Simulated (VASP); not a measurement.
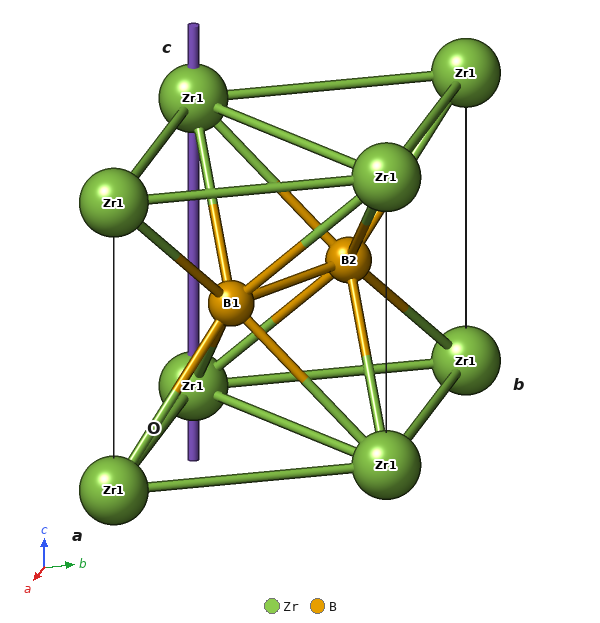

For ZrB2, an entry of the Crystallography Open Database, as set up for an electronic-structure calculation: the coloured rod is the axis of a symmetry operation of the crystal. The drawing is computed from the coordinates (standard cell, symmetry found to 0.002 Å).

a = 3.170 Å, b = 3.170 Å, c = 3.533 Å, α = 90.00°, β = 90.00°, γ = 120.00°.

```
atom       x       y       z
 Zr1  0.0000  0.0000  0.0000
  B1  0.6667  0.3333  0.5000
  B2  0.3333  0.6667  0.5000
```

Take the operation x, y, z → x−y, x, z.

**What kind of operation is it, and where does it lie?**

It is a 6-fold rotation, about the line along [0 0 1] through (0, 0, 1/2).

**Onto which atom does it carry each atom (up to whole multiples of a, b and c)?**

Zr1 → Zr1, B1 → B2, B2 → B1.

**What is the crystal's space group?**

No. 191, P6/mmm.
